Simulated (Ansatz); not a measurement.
## Mg$_{23}$O$_{24}$: single-point calculation (part 3 of 3)

The same run, continued: Mg$_{23}$O$_{24}$ (defect cell, 47 atoms in the cell); DFT PBE, scalar-relativistic, plane waves, PAW, spin-polarised (Ansatz 0.2.0); cutoff 420 eV, 2×2×2 k-mesh, Gaussian smearing of 0.05 eV, collinear spins. The structure derives from a Materials Project entry.

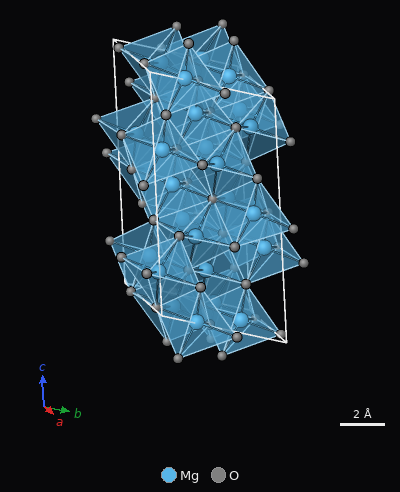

The structure as given in the input (polyhedral view of the cell of the calculation, seen slightly off an axis; polyhedra are completed across the faces of the cell). An atom can appear more than once, as a periodic image.

Output, continued
```
  k-point 7 ↓: bands = ["-66.5380", "-66.5359", "-66.5287", "-66.5274", "-66.5063", "-66.5049", "-66.5040", "-66.5029", "-66.4269", "-66.4253", "-66.4023", "-66.3980", "-66.3818", "-66.3809", "-66.3793", "-66.3787", "-66.3473", "-66.3455", "-66.3436", "-66.3408", "-66.3204", "-66.3198", "-66.3150", "-33.3242", "-33.3185", "-33.3133", "-33.3088", "-33.3079", "-33.3068", "-33.3053", "-33.3002", "-33.2935", "-33.2914", "-33.2871", "-33.2844", "-33.2762", "-33.2749", "-33.2736", "-33.2723", "-33.2703",
      "-33.2693", "-33.2652", "-33.2637", "-33.2635", "-33.2582", "-33.2555", "-33.2531", "-33.1980", "-33.1941", "-33.1926", "-33.1910", "-33.1845", "-33.1813", "-33.1807", "-33.1772", "-33.1707", "-33.1673", "-33.1645", "-33.1609", "-33.1587", "-33.1571", "-33.1565", "-33.1534", "-33.1444", "-33.1430", "-33.1381", "-33.1366", "-33.1348", "-33.1342", "-33.1326", "-33.1319", "-33.1307", "-33.1295", "-33.1245", "-33.1152", "-33.1132", "-33.1124", "-33.1081", "-33.1061", "-33.0942",
      "-33.0928", "-33.0922", "-33.0869", "-33.0849", "-33.0846", "-33.0805", "-33.0786", "-33.0741", "-33.0733", "-33.0729", "-33.0672", "-33.0652", "-10.8442", "-10.7990", "-10.7201", "-10.6316", "-10.4651", "-10.4400", "-10.3878", "-10.3746", "-10.2766", "-10.2351", "-10.2224", "-10.2089", "-10.1484", "-10.0732", "-10.0344", "-10.0179", "-9.9445", "-9.9434", "-9.9230", "-9.8988", "-9.8829", "-9.6504", "-9.6174", "-9.5683", "1.9305", "1.9494", "2.1843", "2.2023",
      "2.2501", "2.2767", "2.2822", "2.3447", "2.4432", "2.4826", "2.5094", "2.6993", "2.7427", "2.8204", "2.8439", "3.0125", "3.0534", "3.0571", "3.0622", "3.1160", "3.3306", "3.3575", "3.3645", "3.4123", "3.4173", "3.4275", "3.4306", "3.5028", "3.5057", "3.5064", "3.5767", "3.6630", "3.7248", "3.7502", "3.8620", "4.0479", "4.1822", "4.1831", "4.2302", "4.2319", "4.2610", "4.2669", "4.2783", "4.3635",
      "4.4343", "4.4983", "4.5297", "4.6037", "4.6248", "4.6618", "4.7421", "4.8757", "4.9868", "5.0174", "5.0215", "5.0472", "5.0782", "5.1062", "5.1131", "5.1197", "5.1469", "5.1830", "5.2095", "5.2374", "5.3398", "5.4463", "5.4602", "5.4675", "5.4940", "5.5831", "5.6185", "5.8655", "11.6436", "11.7484", "11.8277", "11.9674", "12.3494", "12.5238", "12.9237", "13.0610", "13.0640", "13.0780", "13.2207", "13.2455",
      "13.2983", "13.4716", "14.0801", "14.1364", "14.2392", "14.2782", "15.0513", "15.0799", "15.8259", "15.8813", "16.0179", "16.1422", "16.1512", "16.3077", "16.5606", "16.6438", "16.6697", "16.7660", "16.8427", "16.8987", "16.9241", "17.0474", "17.1177", "17.1970", "17.2752", "17.4715", "17.8486", "17.9170", "17.9552", "17.9684", "17.9774", "18.1355", "18.1377", "18.2364", "18.8254"]
--- Löwdin populations: 47 sites ---
  site symbol       q [e]    m [muB]
     0     Mg      8.4519    -0.0062
     1     Mg      8.4482    -0.0023
     2     Mg      8.4475    -0.0025
     3     Mg      8.4535    -0.0009
     4     Mg      8.4488    -0.0016
     5     Mg      8.4541    -0.0004
     6     Mg      8.4541    -0.0004
     7     Mg      8.4536    -0.0009
     8     Mg      8.4488    -0.0016
     9     Mg      8.4475    -0.0026
    10     Mg      8.4482    -0.0023
    11     Mg      8.4433    -0.0041
    12     Mg      8.4433    -0.0041
    13     Mg      8.4440    -0.0039
    14     Mg      8.4439    -0.0039
    15     Mg      8.4545    -0.0005
    16     Mg      8.4545    -0.0005
    17     Mg      8.4552    -0.0004
    18     Mg      8.4552    -0.0004
    19     Mg      8.4545    -0.0005
    20     Mg      8.4545    -0.0005
    21     Mg      8.4439    -0.0040
    22     Mg      8.4440    -0.0039
    23      O      7.2404     0.2650
    24      O      7.2437     0.2600
    25      O      7.3766     0.0305
    26      O      7.3762     0.0310
    27      O      7.3869     0.0130
    28      O      7.3869     0.0129
    29      O      7.3937     0.0032
    30      O      7.3937     0.0032
    31      O      7.3873     0.0128
    32      O      7.3866     0.0132
    33      O      7.3763     0.0310
    34      O      7.3764     0.0308
    35      O      7.2545     0.2492
    36      O      7.3536     0.0686
    37      O      7.3574     0.0629
    38      O      7.2461     0.2631
    39      O      7.3886     0.0133
    40      O      7.3932     0.0053
    41      O      7.3925     0.0082
    42      O      7.3924     0.0083
    43      O      7.3887     0.0134
    44      O      7.3932     0.0054
    45      O      7.2423     0.2686
    46      O      7.3579     0.0623
  spilling = 0.008471 (of n_electrons = 374.000000)
--- Bader charges: 47 sites ---
  site symbol  charge [e]  shift [e]    m [muB]
     0     Mg      1.7068     0.0061     0.0034
     1     Mg      1.7095     0.0056     0.0002
     2     Mg      1.7098     0.0056     0.0001
     3     Mg      1.7106     0.0055     0.0001
     4     Mg      1.7090     0.0055     0.0001
     5     Mg      1.7106     0.0053     0.0000
     6     Mg      1.7106     0.0053     0.0000
     7     Mg      1.7106     0.0055     0.0001
     8     Mg      1.7090     0.0055     0.0001
     9     Mg      1.7099     0.0056     0.0001
    10     Mg      1.7095     0.0056     0.0002
    11     Mg      1.7141     0.0052    -0.0016
    12     Mg      1.7141     0.0052    -0.0016
    13     Mg      1.7144     0.0052    -0.0018
    14     Mg      1.7144     0.0052    -0.0018
    15     Mg      1.7095     0.0053     0.0000
    16     Mg      1.7095     0.0053     0.0000
    17     Mg      1.7099     0.0053    -0.0001
    18     Mg      1.7100     0.0053    -0.0001
    19     Mg      1.7094     0.0053     0.0000
    20     Mg      1.7095     0.0053     0.0000
    21     Mg      1.7144     0.0052    -0.0018
    22     Mg      1.7144     0.0052    -0.0018
    23      O     -1.4797     0.0052     0.2560
    24      O     -1.4834     0.0053     0.2511
    25      O     -1.6744     0.0049     0.0284
    26      O     -1.6740     0.0049     0.0289
    27      O     -1.6888     0.0051     0.0119
    28      O     -1.6888     0.0051     0.0118
    29      O     -1.6976     0.0053     0.0029
    30      O     -1.6977     0.0053     0.0029
    31      O     -1.6892     0.0051     0.0117
    32      O     -1.6885     0.0051     0.0121
    33      O     -1.6741     0.0049     0.0289
    34      O     -1.6742     0.0049     0.0287
    35      O     -1.4827     0.0053     0.2396
    36      O     -1.6470     0.0051     0.0652
    37      O     -1.6517     0.0051     0.0598
    38      O     -1.4735     0.0052     0.2534
    39      O     -1.6900     0.0053     0.0126
    40      O     -1.6961     0.0053     0.0050
    41      O     -1.6950     0.0053     0.0078
    42      O     -1.6950     0.0053     0.0079
    43      O     -1.6902     0.0053     0.0127
    44      O     -1.6960     0.0053     0.0051
    45      O     -1.4695     0.0052     0.2588
    46      O     -1.6523     0.0051     0.0592
  estimated error of the sums over rays = 4.9e-4 e
```

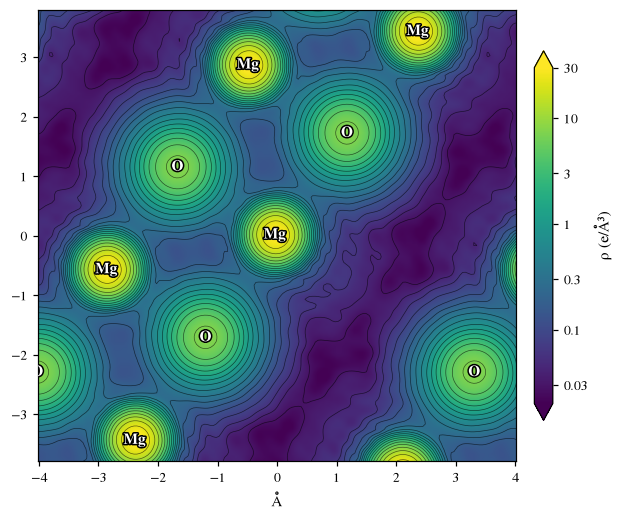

Valence pseudo-density on the (001) plane of the calculation cell. Mg–O (2.01 Å): ρ at the midpoint is about 0.43 e/Å³. Mg–O (2.09 Å): ρ is about 0.35 e/Å³ halfway. Away from the nuclei the density in this plane falls to 0.02 e/Å³ at its lowest. In a PAW calculation such maps are meaningful between the atoms, not at the nuclei.

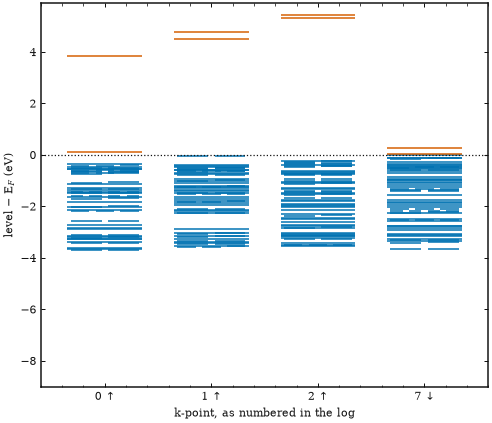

Kohn–Sham levels near the Fermi level (dotted) at the few k-points that the log prints; levels within 0.02 eV of each other stand side by side. The system is metallic on the full mesh.

This output came from the following input.

Input file
```yaml
crystal:
  lattice:
    - [5.229567, -3.019292, -4.178041]
    - [-5.229567, 3.019292, -4.178041]
    - [5.229567, 9.057875, 4.17804]
  atoms:
    - { symbol: Mg, position: [0.2949076334, 0.1227211579, 0.166752347] }
    - { symbol: Mg, position: [0.6244214543, 0.9624296555, 0.335917982] }
    - { symbol: Mg, position: [0.1289375183, 0.4530325344, 0.3311896882] }
    - { symbol: Mg, position: [0.457826825, 0.2913254697, 0.4982846122] }
    - { symbol: Mg, position: [0.9576781126, 0.7955947318, 0.5024755737] }
    - { symbol: Mg, position: [0.2897738191, 0.6266996815, 0.6656191219] }
    - { symbol: Mg, position: [0.7909257738, 0.1278240422, 0.667844328] }
    - { symbol: Mg, position: [0.1262740139, 0.959906522, 0.835167882] }
    - { symbol: Mg, position: [0.6217938201, 0.4599477539, 0.8309763022] }
    - { symbol: Mg, position: [0.964647668, 0.2886962832, 0.0024432079] }
    - { symbol: Mg, position: [0.4552750107, 0.7933140133, -0.0023608396] }
    - { symbol: Mg, position: [0.8694601358, 0.0261659057, 0.1667863277] }
    - { symbol: Mg, position: [0.3917351914, 0.5481371147, 0.1667992161] }
    - { symbol: Mg, position: [0.7169280273, 0.384837949, 0.3303459264] }
    - { symbol: Mg, position: [0.1964595419, 0.8642679371, 0.3304670617] }
    - { symbol: Mg, position: [0.5411602495, 0.709713409, 0.500337017] }
    - { symbol: Mg, position: [0.0414680093, 0.2100166058, 0.5003146692] }
    - { symbol: Mg, position: [0.3739180784, 0.0437475023, 0.6668014231] }
    - { symbol: Mg, position: [0.8739173461, 0.5436043291, 0.666689112] }
    - { symbol: Mg, position: [0.2075729338, 0.3761132663, 0.8331766064] }
    - { symbol: Mg, position: [0.7078917382, 0.8765927585, 0.8331650034] }
    - { symbol: Mg, position: [0.0330476195, 0.7008122571, 0.0030254264] }
    - { symbol: Mg, position: [0.5530329141, 0.2211233165, 0.0030633504] }
    - { symbol: O, position: [0.0498916046, 0.8798536333, 0.1667172599], spin: 0.23 }
    - { symbol: O, position: [0.5375114627, 0.3674119194, 0.1667160672], spin: 0.22 }
    - { symbol: O, position: [0.8766548885, 0.2074694203, 0.3330644892] }
    - { symbol: O, position: [0.3764983079, 0.7071760907, 0.3330180066] }
    - { symbol: O, position: [0.707388428, 0.5432944, 0.4997738148] }
    - { symbol: O, position: [0.2073560431, 0.0432625968, 0.4998571782] }
    - { symbol: O, position: [0.540486625, 0.8770915256, 0.6667350947] }
    - { symbol: O, position: [0.0406071382, 0.3770557066, 0.6667596803] }
    - { symbol: O, position: [0.3743882519, 0.2103141821, 0.8337156281] }
    - { symbol: O, position: [0.8742262783, 0.7101864287, 0.8336381329] }
    - { symbol: O, position: [0.2102425087, 0.5408948303, 0.0004744384] }
    - { symbol: O, position: [0.7103553329, 0.0413042381, 0.000449314] }
    - { symbol: O, position: [0.6120536095, 0.8056135448, 0.166767088], spin: 0.2 }
    - { symbol: O, position: [0.1295940066, 0.2878366571, 0.1667695958], spin: 0.06 }
    - { symbol: O, position: [0.4583771204, 0.1262380959, 0.3340433699], spin: 0.05 }
    - { symbol: O, position: [0.9744160527, 0.6245159925, 0.3479782344], spin: 0.21 }
    - { symbol: O, position: [0.2929316927, 0.458790793, 0.5008446276] }
    - { symbol: O, position: [0.7913113686, 0.9614978455, 0.5019888544] }
    - { symbol: O, position: [0.12473722, 0.794284386, 0.6682515994] }
    - { symbol: O, position: [0.6233482044, 0.2928782775, 0.6652874186] }
    - { symbol: O, position: [0.958743602, 0.1247813758, 0.8326989332] }
    - { symbol: O, position: [0.4561287535, 0.6264385271, 0.8315495296] }
    - { symbol: O, position: [0.7932031709, 0.4435961496, -0.0142557936], spin: 0.22 }
    - { symbol: O, position: [0.2910175845, 0.9588756898, -0.0006213004], spin: 0.05 }
magnetization:
  spin_polarized: true
basis:
  ecutwfc: 420
  fft_grid_basis: typed
kpoints:
  mp_grid: { grid: [2, 2, 2] }
hamiltonian:
  xc: pbe
  pseudopotentials: { kind: paw }
scf:
  occupations: { method: gaussian, width: 0.05 }
output:
  forces: true
  stress: false
  eigenvalues: true
  bader: true
  write_density: true
  volumetric_format: npy
  populations: true
```

Run as:
```bash
ansatz run input.yaml --threads 4 --pin off --max-ram 10240MiB --backend cpu --events-out ev --progress --plain --runs-dir out
```

Results in brief

```json
{"quantity": "outcome", "value": "converged"}
{"quantity": "electrons treated", "value": "374"}
{"quantity": "free energy", "value": "−57925.2797 eV"}
{"quantity": "Fermi energy", "value": "5.603 eV"}
{"quantity": "gap on the k-point mesh", "value": "none (metallic)"}
{"quantity": "net moment of the cell", "value": "1.66 μB"}
{"quantity": "integrated absolute moment", "value": "1.78 μB"}
{"quantity": "largest force (length of the vector)", "value": "0.027 eV/Å"}
{"quantity": "hardware", "value": "4 threads of Arm Neoverse V1, 24 GiB of memory available, shared host"}
{"quantity": "wall time", "value": "3.2 min (CPU time 12 min)"}
{"quantity": "peak memory", "value": "3 GiB"}
```
